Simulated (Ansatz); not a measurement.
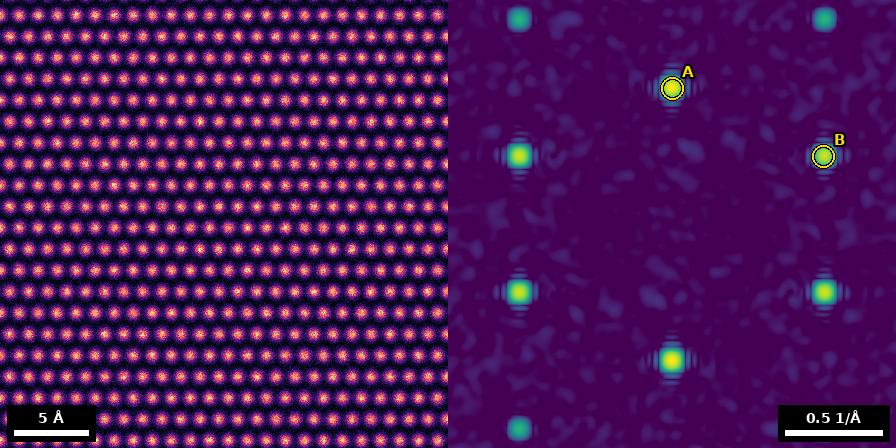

HAADF-like image of Cr (Im-3m, No. 229) along [210]. The image is simulated as a sum over atoms of Z^1.7, blurred by a 0.67 Å probe (no channelling). Shot noise was added. Structure: coordinates from a relaxation with DFT PBE, scalar-relativistic, plane waves, PAW in Ansatz; the starting structure was generated, so it need not be a known form of this composition.

The right panel is the modulus of the image's Fourier transform on a logarithmic scale.

a = 2.848 Å, b = 2.848 Å, c = 2.848 Å, α = 90.00°, β = 90.00°, γ = 90.00°

Question: Index the marked spots and give their plane spacings (the zone axis points at the viewer; indices equivalent by symmetry, or all signs reversed, are as good).

Answer: A: (002), d = 1.42 Å; B: (-1 2 1), d = 1.16 Å. A and B enclose 66°, and every spot obeys the zone law hu + kv + lw = 0 for [210].
